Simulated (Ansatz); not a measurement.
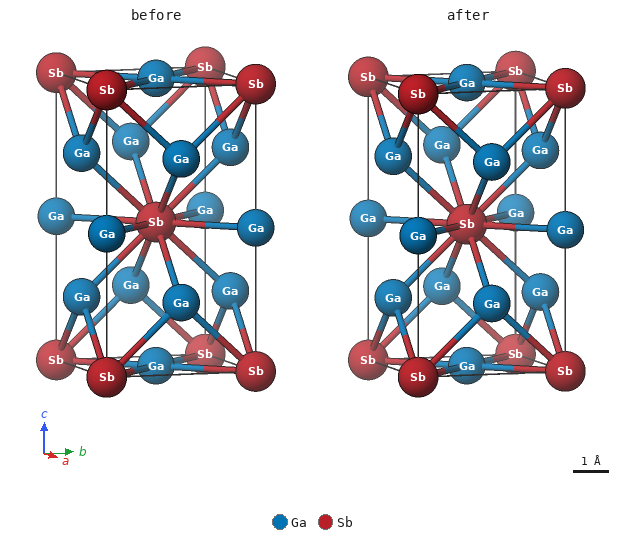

The structure of crystalline Ga3Sb (set up in I4/mmm) before (left) and after (right) a relaxation, at one scale.

A ball-and-stick model of the conventional cell (2 times the calculation's cell), seen slightly off an axis. Lengths and directions refer to the drawn axes.

Case: relaxed again under DFT LDA, scalar-relativistic, plane waves, PAW.

Method: DFT LDA, scalar-relativistic, plane waves, PAW in Ansatz.

Input
```yaml
crystal:
  lattice:
    - [-2.2464493642, 2.2464493642, 4.1351827941]
    - [2.2464493642, -2.2464493642, 4.1351827941]
    - [2.2464493642, 2.2464493642, -4.1351827941]
  atoms:
    - { symbol: Ga, position: [0.75, 0.25, 0.5] }
    - { symbol: Ga, position: [0.25, 0.75, 0.5] }
    - { symbol: Ga, position: [0.5, 0.5, 0.0] }
    - { symbol: Sb, position: [0.0, 0.0, 0.0] }
basis:
  ecutwfc: 420
kpoints:
  mp_grid: { grid: [14, 14, 14] }
hamiltonian:
  xc: lda
scf:
  occupations: { method: gaussian, width: 0.1 }
output:
  forces: true
  stress: true
  eigenvalues: true
relax:
  adjacent_minimum: "off"
  f_tol: 0.005
  max_steps: 50
  cell: { stress_tol: 0.05 }
```

Run as
```bash
ansatz run input.yaml --threads 1 --pin off --max-ram 2560MiB --backend cpu --events-out ev --progress --plain --runs-dir out
```

Question: Summarise the run.

Answer: The energy falls by 5.2 meV per atom in 3 accepted moves (4 points after the start). All forces vanish by symmetry, so only the cell relaxes. Pressure: −2.04 GPa at the start and 0.00 GPa at the end. The SCF was repeated once at an unchanged geometry on a basis and grid sized afresh for the cell, which shifted the energy by 0.2 meV per atom at most. No atom moves by more than 0.005 Å relative to the cell. The volume changes by −3.7 %, with a = b 4.493 → 4.442 Å (−1.1 %), c 8.270 → 8.146 Å (−1.5 %). Some distances before and after: Ga1–Sb4 3.053 → 3.013 Å, Ga3–Sb4 3.177 → 3.141 Å. The space group stays I4/mmm (No. 139). Cost: 90 s on 1 thread of Intel(R) Xeon(R) 6975P-C (Granite Rapids) (shared host), peak memory 0.79 GiB.
